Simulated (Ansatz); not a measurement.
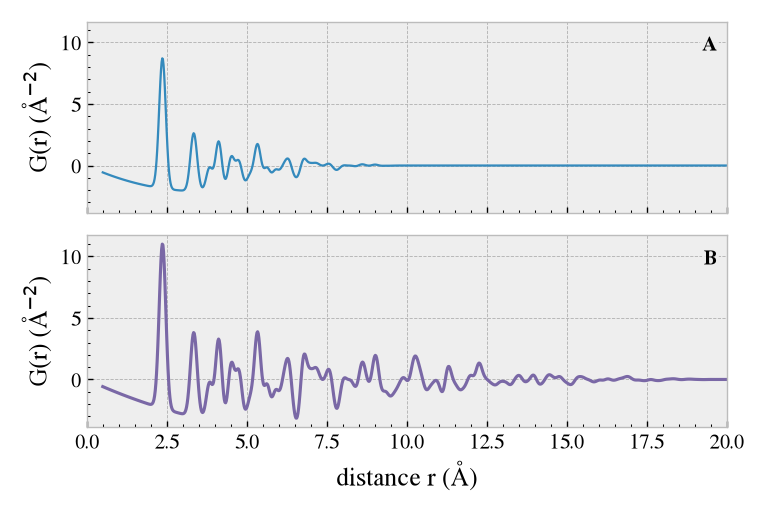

Simulated X-ray pair distribution function, G(r) = R(r)/r − 4πρ₀r, summed over the atomic distances of the structure with each pair weighted by the product of the atomic numbers (X-ray weights at Q = 0); every distance is a Gaussian of σ = 0.10 Å, for spherical particles of Co with the bulk structure: the bulk G(r) is multiplied by the envelope of a sphere of diameter D, 1 − 3r/2D + r³/2D³, with no surface relaxation. The number density is 0.096 atoms per Å³. Basis of the simulation: the input geometry of an electronic-structure calculation (not necessarily at equilibrium); the starting structure was generated, so it need not be a known form of this composition.

Question: The diameters are 10 and 20 Å. Which curve belongs to which?

Answer: curve A: 10 Å; curve B: 20 Å. The smaller the particle, the sooner the oscillations die out.
